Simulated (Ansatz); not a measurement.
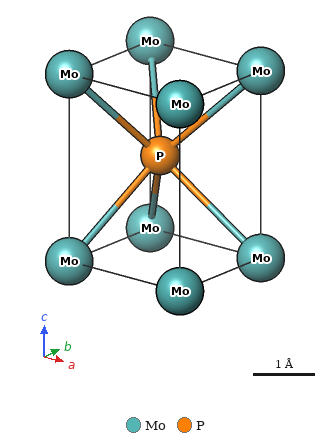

*The structure (ball-and-stick view of the cell of the calculation, seen slightly off an axis).*

Near neighbours in the crystal (not all of them lie inside the picture): Mo has 6 P at 2.44 Å; P has 6 Mo at 2.44 Å.

Phonon calculation, with input and output: MoP

- system: MoP (P-6m2, 2 atoms in the cell)
- method: DFT PBE, scalar-relativistic, plane waves, PAW, no spin polarisation (Ansatz 0.2.0)

The structure derives from an entry of the Crystallography Open Database. It belongs to a series of runs on one base structure; here: zone-centre phonons at 7 GPa.

Input
```yaml
crystal:
  lattice:
    - [3.2042527062, 0.0, 0.0]
    - [-1.6021263531, 2.7749642437, 0.0]
    - [0.0, 0.0, 3.1745332054]
  atoms:
    - { symbol: Mo, position: [0.0, 0.0, 0.0] }
    - { symbol: P, position: [0.3333333333, 0.6666666667, 0.5] }
basis:
  ecutwfc: 420
kpoints:
  mp_grid: { grid: [18, 18, 14] }
hamiltonian:
  xc: pbe
scf:
  occupations: { method: fermi_dirac, width: 0.15 }
output:
  eigenvalues: true
phonons:
  method: dfpt
  eigenvectors: true
```

Command:
```bash
ansatz run input.yaml --threads 1 --pin off --max-ram 3072MiB --backend cpu --events-out ev --progress --plain --runs-dir out
```

What the program printed
```
zone centre: on kpoints.mp_grid the ground state, and the responses unless they are solved on pairs of k-points, stand on 728 of the mesh's 4536 k-points, reduced under 4 symmetry operations, with k and −k counted as one. Each operation leaves every solved displacement unchanged or reverses it
Engine: ansatz 0.2.0, x86_64-unknown-linux-gnu
Pseudopotentials: kind: paw
Pseudopotential: Mo, paw, valence charge 14, recommended cutoff 420 eV (normal), Mo.paw.azcp
Pseudopotential: P, paw, valence charge 5, recommended cutoff 420 eV (normal), P.paw.azcp
Functional definition: PBE
  parameter kappa = 0.804
  parameter beta = 0.06672455060314922
  exchange = pbe_x(kappa = kappa, mu = beta*pi^2/3)
  correlation = pbe_c(beta = beta)
Crystal: 2 atoms, lattice volume = 28.227 Å³
Basis set: ecut = 420 eV, 551 PW (Γ), exchange–correlation on 48×48×48 points (8 copies of the dense FFT grid, shifted against one another)
Bands: 14, of which v1, the nominal top of the filled ones, is band 10 counted from 1 (9 counted from 0)
Symmetry: 12 space group operations
k-points: 728 of 4536 (irreducible under 4 space group operations, time reversal used)
Non-local potential: Mo, projectors of the file, l = 0: 3, l = 1: 2, l = 2: 2, l = 3: 1
Non-local potential: P, projectors of the file, l = 0: 2, l = 1: 2, l = 2: 2
PAW form: soft (Blöchl's): semilocal exchange-correlation on the pseudo side does not see the compensation charge
PAW one-centre angular grid: Mo, 590 points (default); XC on 64 Gauss nodes
PAW one-centre angular grid: P, 110 points (default); XC on 64 Gauss nodes
Initial density: superposition of atomic densities (neutral atoms: chi_scale 0, normalization atom), corrected by the library's trained network
Initial wavefunctions: pseudopotential atomic-orbital guess
Functional: x = pbe(κ = 0.804, μ = 0.2195149727645171), c = pbe(β = 0.06672455060314922)
SCF iter   1: F=—  HF=-5713.077416 eV  |F-HF|=—  |Δ(HF+E_count)|=         —  Δρ=6.71e-3  dr2=5.14e-3  ethr=1.77e-3  ⟨swp⟩=5.0  Hψ=59582  notcnv=0
preconditioner: auto → none  [metal: Δε(μ)=0.039 eV  Ē_g=8.951 eV  σ=0.150 eV  W_gap=0.07  n_scr=8 (ndim 8)  ℏωp=23.2 eV  f_vac=0.000  D(μ)=0.78/eV (n_scr^D=2)  sad-step TF]
SCF iter   2: F=—  HF=-5713.078538 eV  |F-HF|=—  |Δ(HF+E_count)|=   1.12e-3  Δρ=4.00e-3  dr2=2.23e-3  ethr=2.70e-5  ⟨swp⟩=1.1  Hψ=16068  notcnv=0
SCF iter   3: F=—  HF=-5713.079125 eV  |F-HF|=—  |Δ(HF+E_count)|=   5.88e-4  Δρ=3.16e-4  dr2=1.70e-5  ethr=1.18e-5  ⟨swp⟩=2.1  Hψ=14180  notcnv=0
SCF iter   4: F=—  HF=-5713.079125 eV  |F-HF|=—  |Δ(HF+E_count)|=   2.49e-7  Δρ=6.75e-5  dr2=7.27e-7  ethr=8.93e-8  ⟨swp⟩=2.0  Hψ=16654  notcnv=0
SCF iter   5: F=—  HF=-5713.079125 eV  |F-HF|=—  |Δ(HF+E_count)|=   3.67e-7  Δρ=1.35e-5  dr2=3.38e-8  ethr=3.83e-9  ⟨swp⟩=2.7  Hψ=16366  notcnv=0
SCF iter   6: F=—  HF=-5713.079125 eV  |F-HF|=—  |Δ(HF+E_count)|=   1.16e-8  Δρ=2.38e-6  dr2=1.10e-9  ethr=1.78e-10  ⟨swp⟩=2.5  Hψ=15095  notcnv=0
SCF iter   7: F=—  HF=-5713.079125 eV  |F-HF|=—  |Δ(HF+E_count)|=  2.04e-10  Δρ=4.47e-7  dr2=4.74e-11  ethr=5.79e-12  ⟨swp⟩=2.6  Hψ=15482  notcnv=0
SCF iter   8: F=-5713.079125 eV  HF=-5713.079125 eV  |F-HF|=0.00e0  |Δ(HF+E_count)|=  7.28e-12  Δρ=3.63e-8  dr2=2.39e-13  ethr=1.00e-12  ⟨swp⟩=5.6  Hψ=39682  notcnv=0
SCF 1 converged in 8 iterations: F = -5713.079125 eV  dr2 = 2.39e-13
  greatest PAW one-centre occupation: 0.998 electrons in one spin orbital (limit 2), on the Mo atom at site 0 (counted from 0), in its partial waves of l = 0
DFPT response loops at Γ: preconditioner auto → Kerker (q_TF=auto, 2.554 Å⁻¹) (partly filled bands, converged f_vac=0.000); β = 1.00, the filter's whole step (`scf.mixing.beta` (0.50) is not read by the response loops under this deck's `scf.mixing.preconditioner`; to damp them name `kerker` or `kerker_dos`, under which they read `scf.mixing.beta`, and type it under 1.00, their step now; both keys bind the ground state too); Broyden in place of MSR1
SCF converged after 8 iterations
Free energy (F): -5713.079125 eV
Harris-Foulkes:  -5713.079125 eV  (|F-HF|=0.00e0)
Internal energy: -5713.021214 eV  (E = F + TS)
E sigma→0 (E₀):  -5713.050170 eV
Entropy (-TS):   -0.057911 eV (-28.956 meV/atom)
Fermi energy:    17.627716 eV
--- Per-component energies (eV) ---
  E_band       = -56.489502
  E_kinetic    = 518.750858
  E_local      = -1013.207652  (includes V_loc(G=0)·N_el)
  E_nonlocal   = 176.487289
  E_hartree    = 353.592784
  E_xc         = -247.999825
  E_vxc        = -293.878706  (∫ρ·V_xc dr)
  E_paw        = -3770.937799  (= ΣΔE_a)
  E_vpaw       = -151.826916  (= ΣTr[D̂ρ^β])
  E_aug_tail   = 0.000050  (compensation charges beyond the density's cutoff)
  E_ewald      = -1729.706919
  E_smearing   = -0.057911  (= −TS)
  E_closure    = 0.000000  (closes the sum)
  Σ components = -5713.079125   (vs F -5713.079125, Δ=0.00e0)
--- Band table (eV; the first three rows and the last of 728) ---
  k-point 0: bands = ["-43.5681", "-17.7275", "-17.5079", "-17.5079", "3.5714", "13.3317", "14.2569", "14.2569", "16.9154", "17.8925", "17.8925", "21.8248", "21.8248", "23.2227"]
  k-point 1: bands = ["-43.5670", "-17.7433", "-17.5065", "-17.5065", "3.6566", "13.2357", "14.2966", "14.2966", "16.8696", "17.6704", "17.6704", "22.0072", "22.0072", "23.2910"]
  k-point 2: bands = ["-43.5641", "-17.7876", "-17.5027", "-17.5027", "3.9061", "12.9001", "14.4102", "14.4102", "16.8618", "17.1651", "17.1651", "22.2661", "22.2661", "23.4837"]
  k-point 727: bands = ["-43.5125", "-17.9575", "-17.7616", "-17.6238", "6.5420", "11.2861", "11.6398", "14.1711", "15.7730", "19.4238", "19.8209", "20.7536", "23.2046", "23.6332"]
--- Phonons (Γ-DFPT): 4 representative perturbations + reference, on 728 of 4536 k-points (Σ response iterations 12) ---
  k mesh reduced under 4 symmetry operations, with k and −k counted as one. Each operation leaves every solved displacement unchanged or reverses it
  ASR residual: 1.349e-3 → 0.000e0 eV/Å²; symmetrization residual: 4.625e-6 eV/Å²
  ASR residual per site (eV/Å²): 1.35e-3 9.33e-6
  Γ frequencies (cm⁻¹): 0.00 0.00 0.00 412.09 413.96 413.96
  non-analytic LO–TO correction: not included (Born effective charges unavailable; polar crystals: no LO–TO splitting at Γ)
```

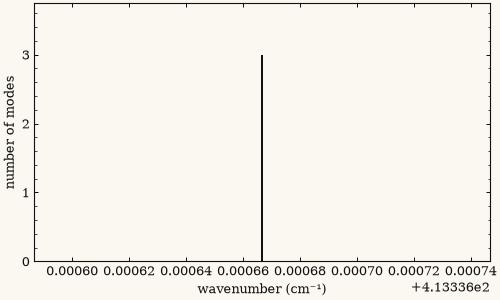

*Optical phonons at the zone centre (no LO–TO term); neighbouring modes closer than 3 cm⁻¹ are counted in one stick.*

3 modes from 412 to 414 cm⁻¹, none imaginary.

Results in brief

```json
{"quantity": "outcome", "value": "converged"}
{"quantity": "space group (tolerance 0.01 Å)", "value": "P-6m2 (187)"}
{"quantity": "electrons treated", "value": "19"}
{"quantity": "free energy", "value": "−5713.0791 eV"}
{"quantity": "Fermi energy", "value": "17.628 eV"}
{"quantity": "gap on the k-point mesh", "value": "none (metallic)"}
{"quantity": "hardware", "value": "1 thread of AMD EPYC (Zen 3), 32 GiB of memory available, shared host"}
{"quantity": "wall time", "value": "1.8 min"}
{"quantity": "peak memory", "value": "1.1 GiB"}
```

Results for this metal are sensitive to the k-point mesh.
